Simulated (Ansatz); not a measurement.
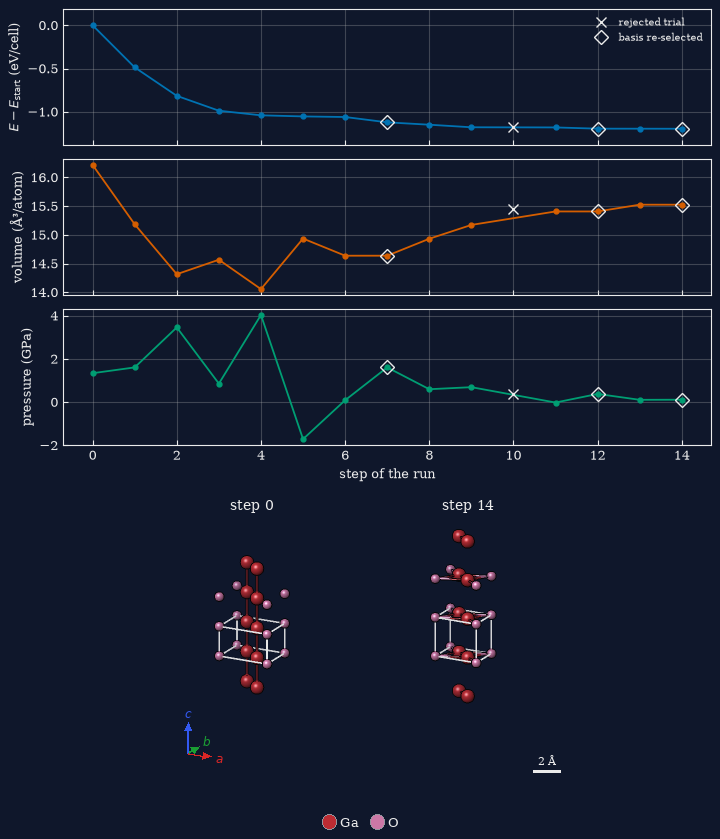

First and last geometry of a relaxation of crystalline Ga2O (a generated structure, set up in P6/mmm) (coarse preliminary run), with the history of the run. The picture is a ball-and-stick view of the cell of the calculation, repeated 1 × 1 × 2 with one cell outlined, seen slightly off an axis.

These are results of DFT PBE, scalar-relativistic, plane waves, PAW (Ansatz 0.2.0), not measurements. (plane-wave cutoff 420 eV; k-point mesh 6 × 6 × 8; occupations gaussian; smearing width 0.1 eV; no spin polarisation; cell and atoms relaxed; force threshold 0.04 eV/Å; at most 70 steps)

What do the curves and the structures tell?

It converged. No atom moves by more than 0.005 Å relative to the cell. The volume changes by −4.3 %, with a = b 5.016 → 4.300 Å (−14.3 %), c 2.232 → 2.908 Å (+30.3 %). Near-neighbour distances that change, for instance: Ga–Ga 2.232 → 2.908 Å, Ga–O 2.896 → 2.483 Å, Ga–Ga 2.896 → 2.483 Å. The space group stays P6/mmm (No. 191). The energy falls by 1.196 eV per cell of the calculation in 10 accepted moves (14 points after the start). All forces vanish by symmetry, so only the cell relaxes. Pressure: 1.34 GPa at the start and 0.11 GPa at the end. The line search rejected the trial step at point 10 of the run. The SCF was repeated 3 times at an unchanged geometry on a basis and grid sized afresh for the cell, which shifted the energy by 61.6 meV per cell of the calculation at most.
